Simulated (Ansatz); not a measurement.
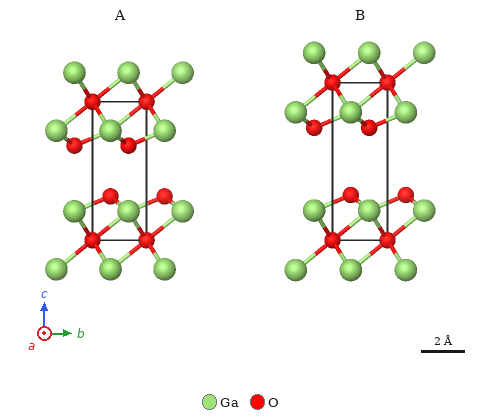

Two geometries of a crystal of Ga₂O₃ (built on the A-type La2O3 type), drawn at one scale. One is the start of a relaxation, the other its converged end. Style: ball-and-stick. Shown: the cell of the calculation, along the a axis.

Method: DFT, LDA, plane waves, PAW (Ansatz). Settings: plane-wave cutoff 420 eV; k-point mesh 12 × 12 × 4; occupations fermi dirac; smearing width 0.02 eV; no spin polarisation; cell and atoms relaxed; force threshold 0.005 eV/Å.

**Which one is relaxed?**

Structure A is the relaxed one. The energy falls by 38.3 meV per atom in 10 accepted moves (13 points after the start). The largest force component goes from 0.65 to 0.00063 eV/Å. The pressure goes from −10.96 to −0.01 GPa. At 3 points the geometry stayed and the basis and grid were re-selected for the new cell (energy shift of 4.4 meV per atom at most each time). The largest moves relative to the cell, 0.20 Å, are those of O atoms. Largest moves by element: O 0.20 Å, Ga 0.14 Å. Cell: a = b 3.025 → 2.971 Å (−1.8 %), c 7.506 → 6.595 Å (−12.1 %). Volume −15.2 %. Near-neighbour distances that change, for instance: Ga–O 2.248 → 2.202 Å, Ga–O 1.896 → 1.857 Å. The space group stays P-3m1 (No. 164).
